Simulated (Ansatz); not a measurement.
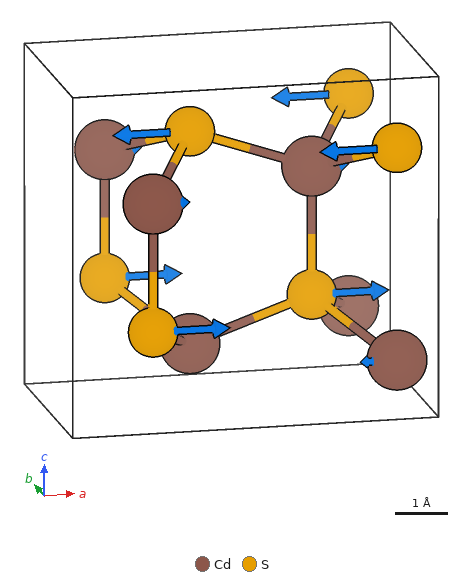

Lattice vibrations of crystalline CdS (a generated structure), space group Cm (No. 8), at the zone centre. The optical levels lie at 43 (×2), 129, 212, 219 (×2), 231 (×2), 280 cm⁻¹. One mode is drawn. Displacements are drawn as blue arrows; their common scale and sign are arbitrary. A ball-and-stick model of the conventional cell (2 times the calculation's cell), seen slightly off an axis. Lengths and directions refer to the drawn axes.

Method: DFT PBE, scalar-relativistic, plane waves, PAW (Ansatz). Set-up: plane-wave cutoff 420 eV; k-point mesh 8 × 8 × 4; occupations fixed; no spin polarisation.

Frequencies are those without the non-analytic (LO–TO) term.

Question: Which of these frequencies is the drawn mode's?

Answer: The level at 231 cm⁻¹. This is a doubly degenerate mode (one member of the set is drawn), optical level 5 of 6, counted from below. All motion is along a; atoms of one kind move against one another, with no net shift of any sublattice; it stretches the shortest Cd–S bonds (2.57 Å); the kinetic energy is shared as S 84 %, Cd 16 %.
